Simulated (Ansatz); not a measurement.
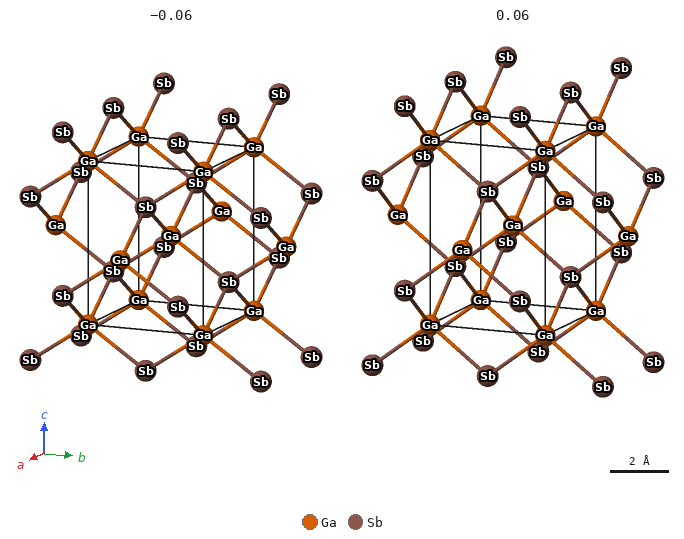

Solid GaSb (set up in F-43m), under strain along c alone (the other axes held, atoms fixed by symmetry), with energies (extrapolated to zero smearing) counted from the relaxed crystal, which is the row at zero; the cubic crystal is set up in a tetragonal cell with a = a(cubic)/√2 and c = a(cubic). The picture shows the first and the last member. A ball-and-stick model of the cell of the calculation, seen slightly off an axis.

Computed with Ansatz 0.2.0: DFT PBE, scalar-relativistic, plane waves, PAW. Set-up: plane-wave cutoff 420 eV; k-point mesh 12 × 12 × 8; occupations gaussian; smearing width 0.1 eV; no spin polarisation.

```
strain  energy (meV/atom)  a (Å)  c (Å)
 −0.06              25.28  4.395  5.843
 −0.04                  ?      ?      ?
 −0.02               2.60  4.395  6.091
   0.0               0.00  4.395  6.215
  0.02               2.81  4.395  6.340
  0.04              10.76  4.395  6.464
  0.06              23.50  4.395  6.588
```

Question: Estimate the missing row from the others, and compare with the calculation.

Answer: A parabola through three neighbouring rows (−0.06, −0.02, 0.0) gives, with Lagrange weights, (0.3333)(25.28) + (1.0000)(2.60) + (−0.3333)(0.00) = 11.03 meV/atom. The calculation gives 10.93 meV/atom (a = 4.395 Å, c = 5.967 Å). The estimate is 0.10 meV/atom too high. From the first member to the last: Ga–Sb 2.639 → 2.746 Å.

The whole series:

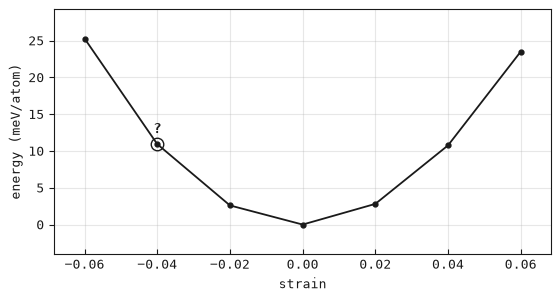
